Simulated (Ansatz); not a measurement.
## Electronic structure of HfSi3O8 in real space

```xyz
12
Lattice="4.3637 -0.1703 0.0000 0.0000 0.0000 -5.0965 -0.1712 4.6995 0.0000" Properties=species:S:1:pos:R:3 pbc="T T T"
Hf    0.0000    0.0000   -4.8716
Si   -0.0855    2.3498   -2.9966
Si    2.1819   -0.0852   -2.1076
Si    2.0963    2.2646   -0.4968
O     3.2952    0.6844   -3.1534
O     3.2183    2.8466   -4.3410
O     1.0215    1.4497   -1.8070
O     1.2599    3.7193   -0.7521
O     0.8975    3.8449   -3.1533
O     0.9743    1.6827   -4.3411
O     2.9328    0.8100   -0.7521
O     3.1712    3.0796   -1.8070
```

Space group P2; a structure from a database of computed crystals, not necessarily the ambient phase; started from the polar orthorhombic host prototype, which need not be the ambient phase; computed pressure about 8 GPa in this cell.

Method: Ansatz 0.2.0, DFT, PBE with spin-orbit coupling, plane waves, PAW.

The density is the valence pseudo-density of a PAW calculation; it isn't the true density close to the nuclei.

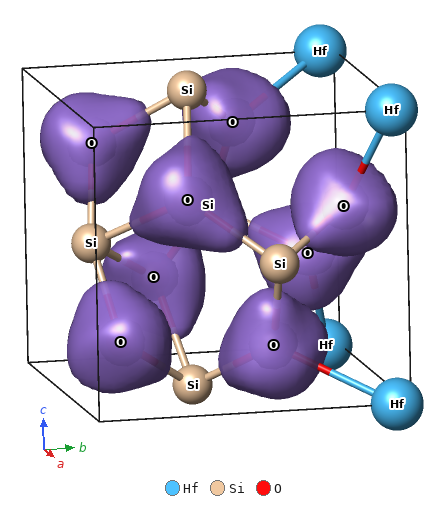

Figure 1. Isosurface of the ELF at 0.7 (purple), seen slightly off an axis. Core shells and regions of very low density are left out. Sticks mark near contacts.

What do the ELF domains correspond to?

At this value the surface marks out eight regions on O in which the atom's valence shell and bonds are merged, counted in one cell of 12 atoms. Any copies at cell faces, edges or corners count once. Profiles from the grid: Si–O (1.70 Å): the ELF peaks at about 0.85 between the atoms. Hf–O (1.99 Å): the ELF peaks at about 0.85 in the valence shell of O, 0.6 Å from its nucleus, and drops to about 0.20 between the two atoms; no shared electron pair shows on this line.

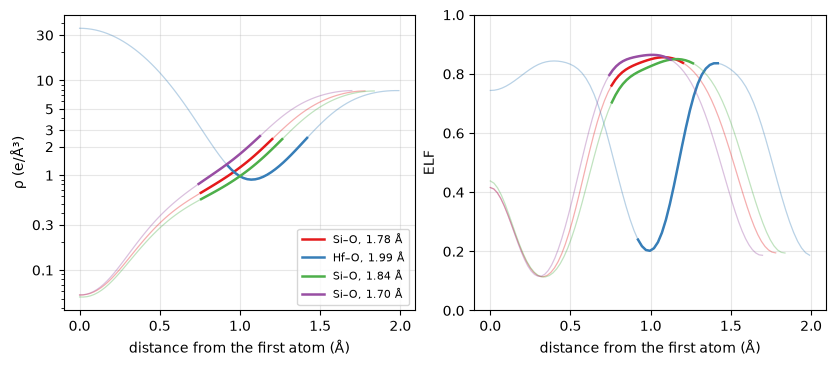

Figure 2. Valence charge density (pseudo) and ELF along straight lines between neighbouring atoms. Thin, pale parts lie inside the atomic spheres.

Compare the contacts.

Si–O (1.78 Å): ρ is about 0.9 e/Å³ halfway; the ELF peaks at about 0.85 between the atoms.
Hf–O (1.99 Å): ρ is about 0.99 e/Å³ halfway; the ELF peaks at about 0.85 in the valence shell of O, 0.6 Å from its nucleus, and drops to about 0.20 between the two atoms (no shared electron pair shows on this line).
Si–O (1.84 Å): ρ at the midpoint is about 0.8 e/Å³; the ELF peaks at about 0.85 between the atoms.
Si–O (1.70 Å): ρ is about 1.1 e/Å³ halfway; the ELF peaks at about 0.85 between the atoms.

Metal or insulator at this level of theory?

It is gapped, with a Kohn–Sham gap of 4.7 eV on the k-point mesh (the band edges may lie off the mesh, which would make the gap smaller).
